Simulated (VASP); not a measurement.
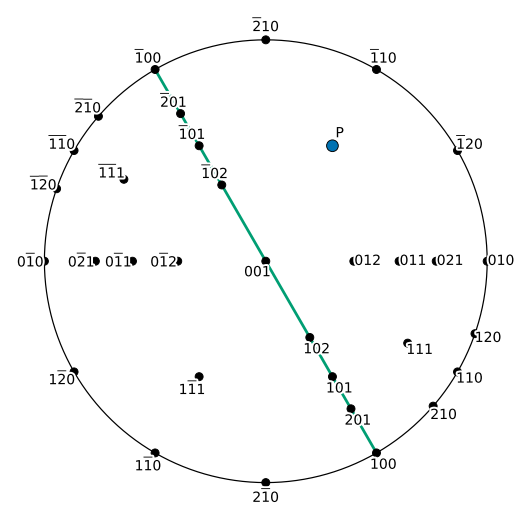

For ZrS2, a cell listed in the Materials Project, as set up for an electronic-structure calculation: stereographic projection of plane normals (upper hemisphere) centred on (0 0 1). Symmetry computed with spglib at a tolerance of 0.002 Å; standard conventional cell.

a = 3.691 Å, b = 3.691 Å, c = 6.041 Å, α = 90.00°, β = 90.00°, γ = 120.00°.

Index the pole marked P.

Answer. P is (−1 1 1), in four indices (−1 1 0 1), 62.1° from the centre.

Which zone does the coloured great circle trace?

Answer. The zone [0 1 0]: its poles satisfy k = 0.

What is the angle between the normals of (1 2 0) and (2 −1 0), and what are their d_hkl = 1/|g|?

Answer. 70.9°; d = 1.208 Å and 1.846 Å.
